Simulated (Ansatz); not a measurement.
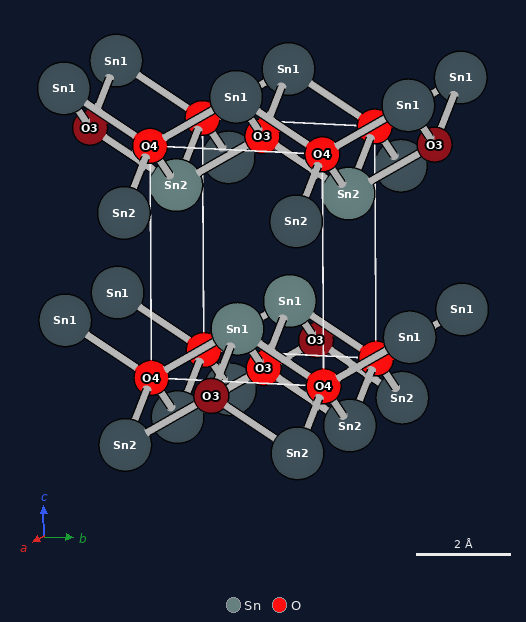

*The structure as given in the input (ball-and-stick view of the cell of the calculation, seen slightly off an axis; neighbours outside the cell are drawn fainter; atoms are numbered from 1 in the order of the input). An atom can appear more than once, as a periodic image.*

Near neighbours in the periodic cell (some may lie outside the picture): Sn has 4 O at 2.25 to 2.26 Å; O has 4 Sn at 2.25 to 2.26 Å.

# Run report: SnO, single-point calculation

- system: SnO (4 atoms in the cell)
- method: DFT PBE, scalar-relativistic, plane waves, PAW, no spin polarisation (Ansatz 0.2.0)

The structure derives from a Materials Project entry. It belongs to a series of runs on one base structure; here: band edges sought over the zone. Figures and captions count atoms from 1; the log counts them from 0 in places.

**Input file**
```yaml
crystal:
  lattice:
    - [3.8682628244, 0.0, 0.0]
    - [0.0, 3.8682628244, 0.0]
    - [0.1013248039, 0.0, 5.0662401931]
  atoms:
    - { symbol: Sn, position: [-0.0051728171, 0.5, 0.2287493006] }
    - { symbol: Sn, position: [0.5051728171, 0.0, 0.7712506994] }
    - { symbol: O, position: [0.5006586008, 0.5, 2.00473e-05] }
    - { symbol: O, position: [-0.0006586008, 0.0, -2.00473e-05] }
basis:
  ecutwfc: 420
kpoints:
  mp_grid: { grid: [10, 10, 8] }
  band_path: { path: [VBM, CBM], npoints: 2 }
hamiltonian:
  xc: pbe
scf:
  occupations: { method: gaussian, width: 0.01 }
output:
  forces: true
  stress: true
  eigenvalues: true
checkpoint:
  read: start.run
  write: ck
  compress: false
  write_wavefunctions: false
  write_every: 100000
```

Machine: 1 thread of Intel Xeon (Sapphire Rapids), 16 GiB of memory available, shared host.

Launched with:
```bash
ansatz run input.yaml --threads 1 --pin off --max-ram 2560MiB --backend cpu --events-out ev --progress --plain --runs-dir out
```

**Output**
```
Engine: ansatz 0.2.0, x86_64-unknown-linux-gnu
Pseudopotentials: kind: paw
Pseudopotential: Sn, paw, valence charge 14, recommended cutoff 420 eV (normal), Sn.paw.azcp
Pseudopotential: O, paw, valence charge 6, recommended cutoff 420 eV (normal), O.paw.azcp
Functional definition: PBE
  parameter kappa = 0.804
  parameter beta = 0.06672455060314922
  exchange = pbe_x(kappa = kappa, mu = beta*pi^2/3)
  correlation = pbe_c(beta = beta)
Crystal: 4 atoms, lattice volume = 75.808 Å³
Basis set: ecut = 420 eV, 1501 PW (Γ), exchange–correlation on 54×54×72 points (8 copies of the dense FFT grid, shifted against one another)
Bands: 24, of which v1, the nominal top of the filled ones, is band 20 counted from 1 (19 counted from 0)
Symmetry: 4 space group operations
Space group: P21/m (ITA 11), of the structure as read, at distance tolerance 4.2e-5 Å
k-points: 252 of 800
Non-local potential: Sn, projectors of the file, l = 0: 2, l = 1: 2, l = 2: 2, l = 3: 2
Non-local potential: O, projectors of the file, l = 0: 2, l = 1: 2, l = 2: 1
PAW form: soft (Blöchl's): semilocal exchange-correlation on the pseudo side does not see the compensation charge
PAW one-centre angular grid: Sn, 590 points (default); XC on 64 Gauss nodes
PAW one-centre angular grid: O, 110 points (default); XC on 64 Gauss nodes
Initial density: read from a saved state, or passed on in memory by an earlier SCF of this step, an earlier step, the calling program or the single point that the run made first
Initial wavefunctions: pseudopotential atomic-orbital guess
Functional: x = pbe(κ = 0.804, μ = 0.2195149727645171), c = pbe(β = 0.06672455060314922)
iter 1 solved again at ethr=1.33e-7 eV; its pass at ethr=3.10e-3 eV (dr2=5.33e-5 eV) is discarded
SCF iter   1: F=—  HF=-13183.403541 eV  |F-HF|=—  |Δ(HF+E_count)|=         —  Δρ=7.47e-6  dr2=5.38e-8  ethr=1.33e-7  ⟨swp⟩=3.3  Hψ=44939  notcnv=0
preconditioner: auto → Resta (q_TF=auto, 2.453 Å⁻¹)  ε∞=3.3  [insulator: Δε(μ)=0.502 eV  Ē_g=17.878 eV  σ=0.010 eV  W_gap=1.00  n_scr=18 (ndim 8)  ℏωp=27.0 eV  f_vac=0.032  D(μ)=0.00/eV (n_scr^D=0)  ε∞_Penn≈3.3]
SCF iter   2: F=-13183.403541 eV  HF=-13183.403541 eV  |F-HF|=4.76e-9  |Δ(HF+E_count)|=   2.58e-8  Δρ=5.37e-6  dr2=2.71e-8  ethr=1.35e-10  ⟨swp⟩=6.1  Hψ=25631  notcnv=0
SCF 1 converged in 2 iterations: F = -13183.403541 eV  dr2 = 2.71e-8
  greatest PAW one-centre occupation: 0.993 electrons in one spin orbital (limit 2), on the Sn atom at site 1 (counted from 0), in its partial waves of l = 2
NSCF: frozen V_eff on 80 k-points
NSCF: frozen V_eff on 80 k-points
NSCF: frozen V_eff on 80 k-points
NSCF: frozen V_eff on 80 k-points
NSCF: frozen V_eff on 18 k-points
NSCF: frozen V_eff on 7 k-points
NSCF: frozen V_eff on 20 k-points
NSCF: frozen V_eff on 13 k-points
NSCF: frozen V_eff on 31 k-points
NSCF: frozen V_eff on 11 k-points
NSCF: frozen V_eff on 31 k-points
NSCF: frozen V_eff on 21 k-points
NSCF: frozen V_eff on 23 k-points
NSCF: frozen V_eff on 6 k-points
NSCF: frozen V_eff on 3 k-points
SCF converged after 2 iterations
Free energy (F): -13183.403541 eV
Harris-Foulkes:  -13183.403541 eV  (|F-HF|=4.76e-9)
Internal energy: -13183.403541 eV  (E = F + TS)
E sigma→0 (E₀):  -13183.403541 eV
Fermi energy:    8.994220 eV
--- Per-component energies (eV) ---
  E_band       = -222.922042
  E_kinetic    = 721.736665
  E_local      = -2896.270080  (includes V_loc(G=0)·N_el)
  E_nonlocal   = 31.774223
  E_hartree    = 1540.096157
  E_xc         = -912.432144
  E_vxc        = -379.795188  (∫ρ·V_xc dr)
  E_paw        = -8588.039591  (= ΣΔE_a)
  E_vpaw       = -780.559941  (= ΣTr[D̂ρ^β])
  E_aug_tail   = 0.004766  (compensation charges beyond the density's cutoff)
  E_ewald      = -3080.273536
  E_smearing   = -0.000000  (= −TS)
  E_closure    = 0.000000  (closes the sum)
  Σ components = -13183.403541   (vs F -13183.403541, Δ=0.00e0)
--- Forces (eV/Å), atoms counted from 1 ---
  atom   1  Sn    -0.00030687     0.00000000     0.00024976
  atom   2  Sn     0.00030687     0.00000000    -0.00024976
  atom   3  O      0.00033774     0.00000000    -0.00010035
  atom   4  O     -0.00033774     0.00000000     0.00010035
  max |Σ_I F_I| component: 0.00e0 eV/Å
--- Stress (GPa, compression-positive) ---
        0.017030       0.000000      -0.368525
        0.000000       0.021061       0.000000
       -0.368525       0.000000       0.053915
  P = ⅓ Tr σ = 0.0307 GPa (0.307 kbar)
--- Band table (eV; the first three rows and the last of 252) ---
  k-point 0: bands = ["-13.0071", "-12.6439", "-12.6336", "-12.6332", "-12.6093", "-12.5877", "-12.5661", "-12.5502", "-12.5335", "-12.5332", "-10.9456", "-8.5694", "1.3867", "2.5292", "2.9304", "2.9307", "5.5929", "5.8657", "5.8664", "8.7430", "10.6794", "12.8311", "13.6478", "13.6566"]
  k-point 1: bands = ["-13.0058", "-12.6452", "-12.6312", "-12.6309", "-12.6083", "-12.5864", "-12.5671", "-12.5514", "-12.5361", "-12.5359", "-10.9424", "-8.5694", "1.0555", "2.9416", "2.9417", "2.9994", "5.5852", "5.8638", "5.8645", "8.5778", "10.5694", "12.8968", "13.1354", "13.1529"]
  k-point 2: bands = ["-13.0026", "-12.6484", "-12.6247", "-12.6246", "-12.6056", "-12.5828", "-12.5698", "-12.5548", "-12.5429", "-12.5429", "-10.9345", "-8.5695", "0.5957", "2.9687", "2.9690", "3.8627", "5.5677", "5.8591", "5.8599", "8.0609", "10.4562", "12.5517", "12.5569", "12.8813"]
  k-point 251: bands = ["-12.9184", "-12.9184", "-12.6184", "-12.6184", "-12.5901", "-12.5901", "-12.5512", "-12.5512", "-12.5289", "-12.5289", "-9.3970", "-9.3970", "0.2127", "0.2127", "3.6635", "3.6635", "6.3755", "6.3755", "6.5064", "6.5064", "11.3455", "11.3455", "12.4883", "12.4883"]
```

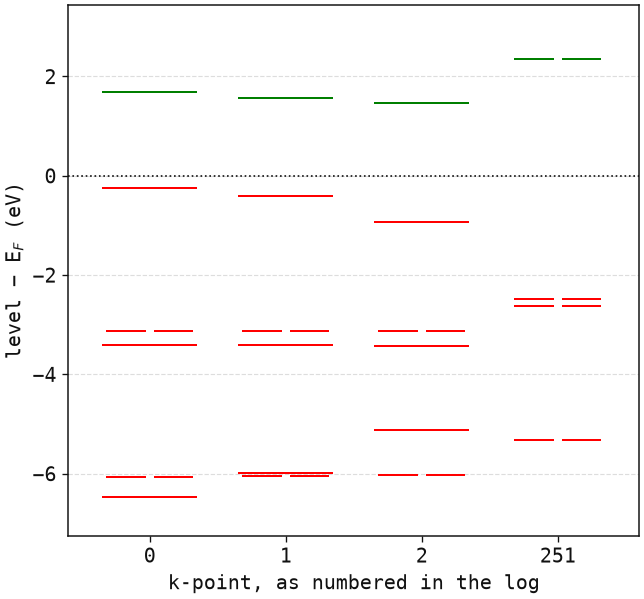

*Kohn–Sham levels near the Fermi level (dotted) at the few k-points that the log prints; levels within 0.02 eV of each other stand side by side.*

Among these points the highest filled and lowest empty levels are 1.71 eV apart; the gap on the full mesh, 0.50 eV, has an edge at a point that isn't printed.

**Results in brief**

| quantity | value |
| --- | --- |
| outcome | converged |
| space group (tolerance 0.01 Å) | P2₁/m (11) |
| electrons treated | 40 |
| free energy | −13183.4035 eV |
| Fermi energy | 8.994 eV |
| gap on the k-point mesh | 0.50 eV |
| gap on the band path | 0.49 eV |
| pressure | 0.03 GPa |
| largest force (length of the vector) | under 0.001 eV/Å |
| wall time | 22 s |
| peak memory | 0.64 GiB |
